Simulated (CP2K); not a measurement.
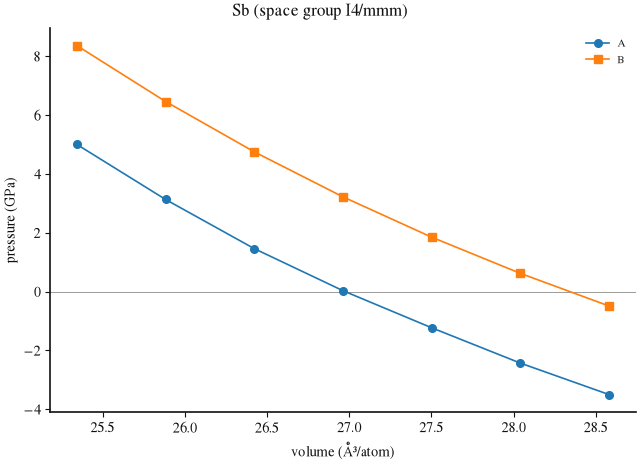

The picture above shows the pressure against volume, with one curve for each functional, for Sb (space group I4/mmm). The labels are replaced by letters. In alphabetical order the cases are: PBE; PBEsol + D4.

Computed with CP2K 2026.2: DFT in Gaussian orbitals with a plane-wave density, no spin polarisation; energies at scaled volumes of the given cell, shape and fractions fixed, counted from the fit's minimum, third-order Birch-Murnaghan fit. All runs: no spin polarisation.

k mesh 12×12×12; potentials GTH PBE with UZH TZVP basis; density cutoff 6123 eV.

**Which letter stands for which functional?**

A: PBEsol + D4; B: PBE.

Limits of the calculation: shape and atomic fractions are frozen while scaling, which makes layered, chain and framework solids too stiff.
